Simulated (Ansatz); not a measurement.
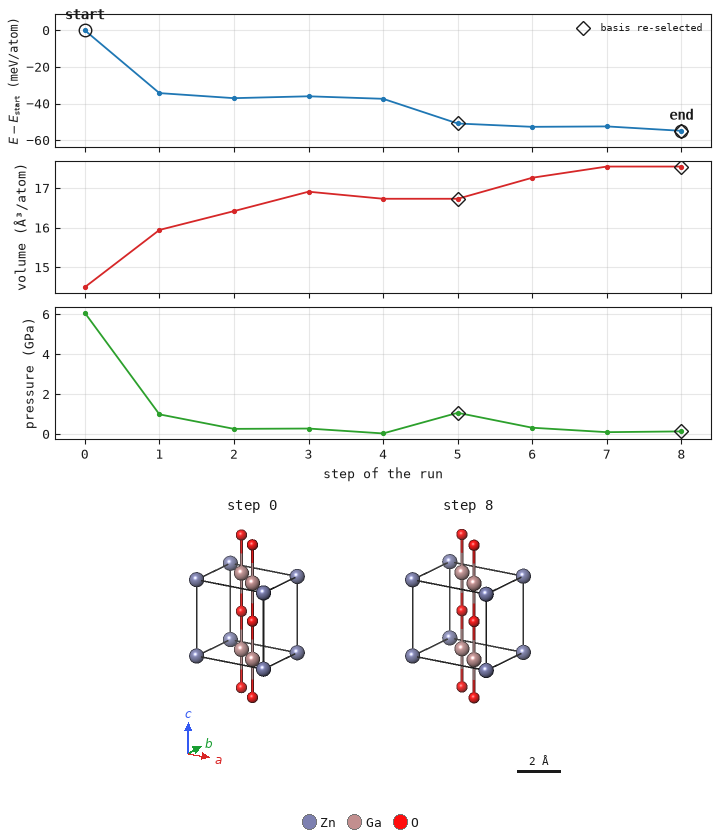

First and last geometry of a relaxation of a crystal of ZnGa₂O₂ (a generated structure, set up in P6/mmm) (coarse preliminary run), with the history of the run. Style: ball-and-stick. Shown: the cell of the calculation, slightly off an axis.

Level of theory: Ansatz, DFT PBE, scalar-relativistic, plane waves, PAW.

Input
```yaml
crystal:
  lattice:
    - [4.80211719, 0.0, 0.0]
    - [-2.40105859, 4.15875548, 0.0]
    - [0.0, 0.0, 3.63025627]
  atoms:
    - { symbol: Zn, position: [0.0, 0.0, 0.0] }
    - { symbol: Ga, position: [0.33333333, 0.66666667, 0.0] }
    - { symbol: Ga, position: [0.66666667, 0.33333333, 0.0] }
    - { symbol: O, position: [0.33333333, 0.66666667, 0.5] }
    - { symbol: O, position: [0.66666667, 0.33333333, 0.5] }
basis:
  ecutwfc: 420
kpoints:
  mp_grid: { grid: [6, 6, 6] }
hamiltonian:
  xc: pbe
scf:
  occupations: { method: gaussian, width: 0.1 }
  lower_state_search: "off"
output:
  forces: true
  stress: true
  eigenvalues: true
relax:
  adjacent_minimum: "off"
  f_tol: 0.04
  max_steps: 70
  cell: { stress_tol: 0.4 }
```

Launched with:
```bash
ansatz run input.yaml --threads 1 --pin off --max-ram 2560MiB --backend cpu --events-out ev --progress --plain --runs-dir out
```

### Did the run converge, and what did it change?

It converged. The energy falls by 54.9 meV per atom in 6 accepted moves (8 points after the start). All forces vanish by symmetry, so only the cell relaxes. The pressure goes from 6.08 to 0.13 GPa. At 2 points the geometry stayed and the basis and grid were re-selected for the new cell (energy shift of 13.5 meV per atom at most each time). No atom moves by more than 0.005 Å relative to the cell. The volume changes by +21.0 %, with a = b 4.802 → 5.285 Å (+10.1 %), c 3.630 → 3.627 Å (−0.1 %). The space group stays P6/mmm (No. 191).
